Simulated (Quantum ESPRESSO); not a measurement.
# A series of single points on TiB₂

System: TiB₂ (3 atoms in the cell).
Method: Kohn-Sham DFT of a periodic cell, PBEsol, PseudoDojo 0.4.1 SR PBEsol standard, no spin polarisation (Quantum ESPRESSO 7.5).

The 7 runs differ only in the geometry, by an even scaling of the cell at fixed fractional positions. The structure derives from an entry of the Crystallography Open Database.

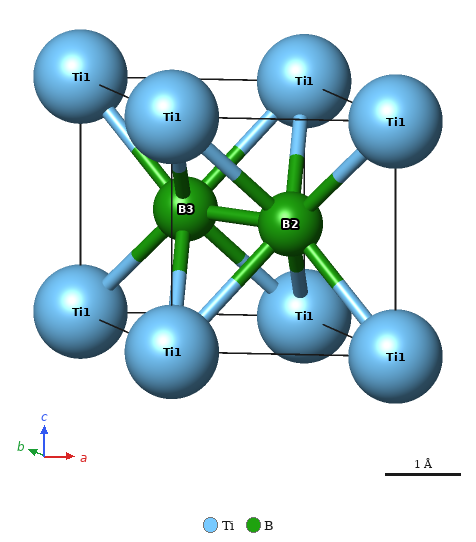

Figure 1. The structure of run 4 (ball-and-stick view of the cell of the calculation, seen slightly off an axis; atoms are numbered from 1 in the order of the input). An atom can appear more than once, as a periodic image.

**Input of run 4**
```
&CONTROL
  calculation = 'scf'
  prefix = 'pwscf'
  outdir = './tmp'
  pseudo_dir = './pseudo'
  tstress = .true.
  disk_io = 'nowf'
/
&SYSTEM
  ibrav = 0
  nat = 3
  ntyp = 2
  ecutwfc = 84
  nbnd = 15
  occupations = 'smearing'
  smearing = 'fd'
  degauss = 0.00367493
/
&ELECTRONS
  conv_thr = 6d-10
  electron_maxstep = 120
  mixing_beta = 0.5
/
ATOMIC_SPECIES
Ti    47.8670 Ti.upf
B     10.8100 B.upf
CELL_PARAMETERS angstrom
   3.0292000000    0.0000000000    0.0000000000
  -1.5146000000    2.6233641531    0.0000000000
   0.0000000000    0.0000000000    3.2284000000
ATOMIC_POSITIONS crystal
Ti     0.0000000000    0.0000000000    0.0000000000
B      0.6666666667    0.3333333333    0.5000000000
B      0.3333333333    0.6666666667    0.5000000000
K_POINTS automatic
10 10 8 0 0 0
```

Command:
```bash
OMP_NUM_THREADS=1 pw.x -in pw.in > pw.out
```

Run 2 differs from it as follows:
```diff
-   3.0292000000    0.0000000000    0.0000000000
-  -1.5146000000    2.6233641531    0.0000000000
-   0.0000000000    0.0000000000    3.2284000000
+   2.9882598462    0.0000000000    0.0000000000
+  -1.4941299231    2.5879089399    0.0000000000
+   0.0000000000    0.0000000000    3.1847676243
```

**Results, with one run withheld**

| run | volume per atom (Å³) | free energy per atom, from the lowest run given (meV) | pressure (GPa) |
| --- | --- | --- | --- |
| 1 | 8.039 | 13.74 | 12.68 |
| 2 | 8.210 | ? | ? |
| 3 | 8.381 | 0.00 | 0.56 |
| 4 | 8.552 | 2.22 | −4.66 |
| 5 | 8.723 | 9.75 | −9.40 |
| 6 | 8.894 | 22.09 | −13.68 |
| 7 | 9.065 | 38.80 | −17.57 |

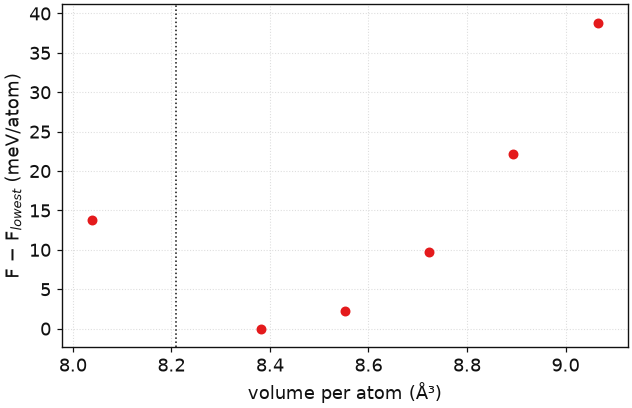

Figure 2. Free energy per atom of the runs given; the dotted line marks run 2.

What should run 2 give?

A cubic polynomial in V^(−2/3) (the Birch–Murnaghan form), fitted to the 6 runs given, misses them by under 0.01 meV per atom. With x = V^(−2/3) − 0.23827 Å⁻², it reads F = 3.7438 − 2015.8 x + 2.6941e+05 x² − 92035 x³ (meV per atom). At run 2 it gives 3.64 meV per atom, and the run itself gives 3.64. The slope of the fit gives a pressure −dF/dV of 6.34 GPa there, and the run prints 6.32 GPa. The fit has its minimum at 8.399 Å³ per atom, where V d²F/dV² gives 267 GPa. Cell shape and fractional positions are held, so this is the stiffness under even scaling; the relaxed bulk modulus wasn't computed.

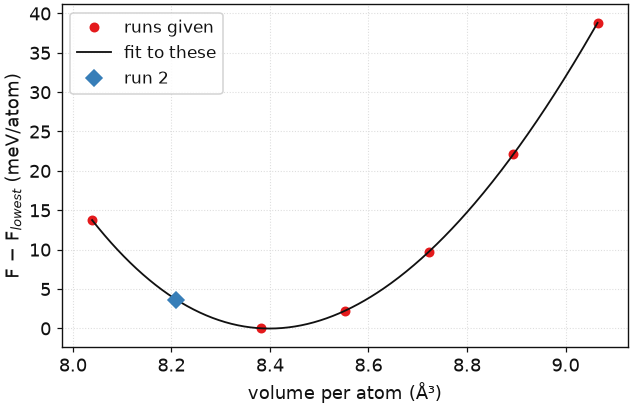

Figure 3. The fit and the withheld run.

**Some lines of the output (run 2)**
```
[...]
     number of k points=    70  Fermi-Dirac smearing, width (Ry)=  0.0037
     total energy              =    -130.41651567 Ry
     total energy              =    -130.52681799 Ry
     total energy              =    -130.59406210 Ry
     total energy              =    -130.59564855 Ry
     total energy              =    -130.59567320 Ry
     total energy              =    -130.59567369 Ry
     total energy              =    -130.59567380 Ry
     total energy              =    -130.59567381 Ry
     the Fermi energy is    15.6981 ev
!    total energy              =    -130.59567381 Ry
     The total energy is F=E-TS. E is the sum of the following terms:
     Computing stress (Cartesian axis) and pressure
          total   stress  (Ry/bohr**3)                   (kbar)     P=       63.20
```
